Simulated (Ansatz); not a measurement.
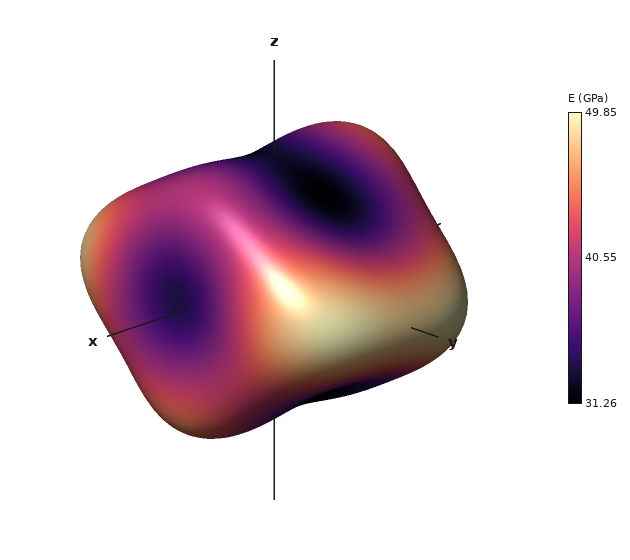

Computed with Ansatz 0.2.0: elastic stress-strain coefficients at zero temperature from small strains of the given cell, Voigt order xx yy zz yz xz xy, Cartesian axes of the cell vectors; plane waves with PAW datasets, Γ-centred k mesh. Level: PBE, no spin polarisation.

- wave cutoff: 420 eV
- k mesh: 4×4×4
- occupations: fixed
- ions: relaxed
- strain amplitude: 0.002

The given structure:
```xyz
12
Lattice="3.7633 -3.8311 -0.0005 3.7633 3.8311 -0.0005 -0.0042 0.0000 7.6135" Properties=species:S:1:pos:R:3 pbc="T T T"
Zr    3.7633    0.1545   -0.0005
Si    5.4582   -1.9121    5.5600
Si    2.0642   -1.9121    2.0525
Si    3.7612    3.6541    3.8063
O     1.0582    0.7578    4.6121
O     5.2288    1.2492    0.6857
O     2.2936    1.2492    6.9269
O     6.4642    0.7578    3.0004
O     2.9218    2.6877    4.8088
O     3.2084   -0.8545    1.5885
O     4.3139   -0.8545    6.0241
O     4.6006    2.6877    2.8037
```

Young's modulus as a surface whose radius and colour give its value in each direction for ZrSi₃O₈, space group C2 (No. 5) (cell built by us, not taken from a database).

Over all directions E runs from 31 to 50 GPa, a ratio of 1.59. E is 34 GPa along x, 49 GPa along y and 33 GPa along z, and 41 GPa along the body diagonal x + y + z. The Hill averages are K = 18 GPa and G = 19 GPa, Poisson's ratio 0.12; K/G = 0.97.
